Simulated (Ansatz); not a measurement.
```xyz
2
Lattice="3.9066 0.0000 0.0000 -1.9533 3.3832 0.0000 0.0000 0.0000 17.1897" Properties=species:S:1:pos:R:3 pbc="T T T"
Ca    1.9533    1.1277    7.0000
Ca    0.0000    2.2555    9.9977
```

The calculation used DFT PBE, scalar-relativistic, plane waves, PAW in Ansatz 0.2.0.

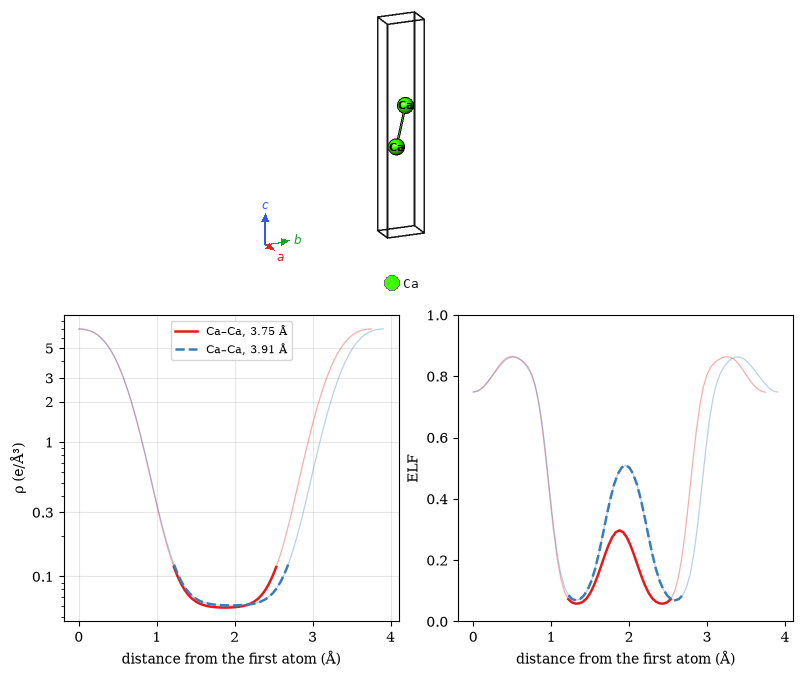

Ca (slab). Valence charge density (pseudo) and ELF along straight lines between neighbouring atoms. Thin, pale parts lie inside the atomic spheres. The structure is drawn too.

Core electrons are frozen (PAW), and the valence fields are smoothed inside the atomic spheres.

Compare the contacts.

Ca–Ca (3.75 Å): ρ is about 0.06 e/Å³ halfway; the ELF is about 0.30 at the midpoint (no shared electron pair shows on this line).
Ca–Ca (3.91 Å): ρ at the midpoint is about 0.06 e/Å³; the ELF reaches about 0.50 near the midpoint: no shared electron pair shows on this line.
